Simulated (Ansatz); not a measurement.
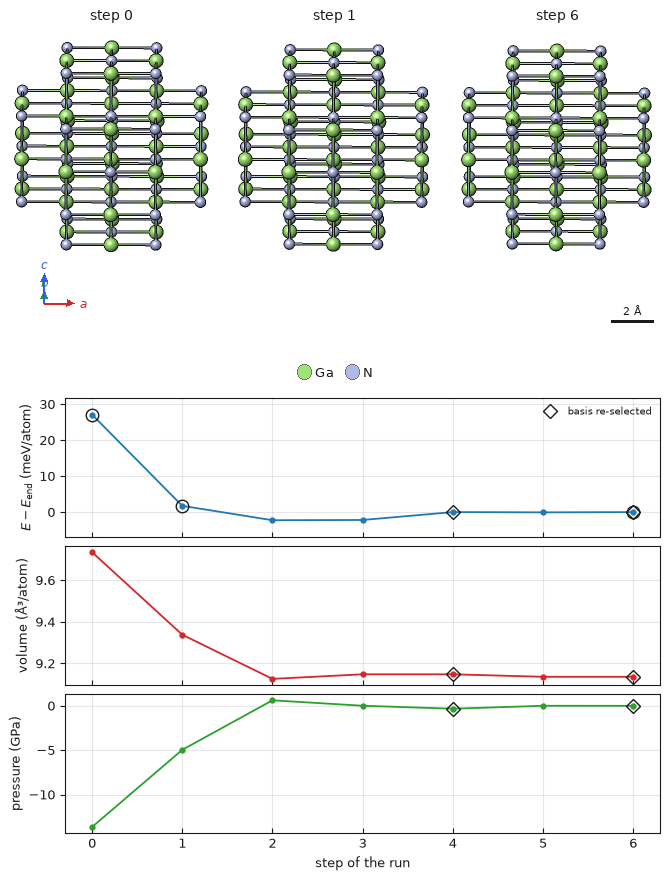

Frames of a relaxation of a crystal of GaN (set up in Fm-3m), marked on the history of the run. The picture is a ball-and-stick view of the conventional cell (4 times the calculation's cell), seen from a free direction. Lengths and directions refer to the drawn axes.

The run lets cell and atoms move.

Level of theory: Ansatz, Kohn-Sham DFT of a periodic cell, LDA, Ansatz PAW.

Input file:
```yaml
crystal:
  lattice:
    - [0.0, 2.135235, 2.135235]
    - [2.135235, 0.0, 2.135235]
    - [2.135235, 2.135235, 0.0]
  atoms:
    - { symbol: Ga, position: [0.0, 0.0, 0.0] }
    - { symbol: "N", position: [0.5, 0.5, 0.5] }
hamiltonian:
  xc: lda
  pseudopotentials: { kind: paw }
kpoints:
  mp_grid: { grid: [11, 11, 11] }
scf:
  occupations: { method: fermi_dirac, width: 0.05 }
output:
  forces: true
  stress: true
  eigenvalues: true
  write_density: true
  write_potential: true
  elf: true
  volumetric_format: npy
relax:
  f_tol: 0.01
  max_steps: 40
  cell: { stress_tol: 0.05 }
```

Run as
```bash
ansatz run input.yaml --threads 2 --pin off --max-ram 5632MiB --backend cpu --events-out ev --progress --plain --runs-dir out
```

Q: What happens along the run?

A: The atoms keep their places relative to the cell (all moves are under 0.005 Å). The drawn cell changes as follows: a = b = c 4.270 → 4.181 Å (−2.1 %); the volume changes by −6.2 %. Some distances before and after: Ga–N 2.135 → 2.090 Å. The space group stays Fm-3m (No. 225). Over 4 accepted moves (6 points after the start) the energy falls by 27.1 meV per atom. All forces vanish by symmetry, so only the cell relaxes. The pressure goes from −13.64 to −0.01 GPa. At 2 points the geometry stayed and the basis and grid were re-selected for the new cell (energy shift of 2.2 meV per atom at most each time). The run took 5.4 s on 2 threads of Arm Neoverse V1, on a shared host, peak memory 0.3 GiB. From step 0 to 1: volume −4.1 %, energy −25.4 meV per atom. From step 1 to 6: volume −2.2 %, energy −1.7 meV per atom.
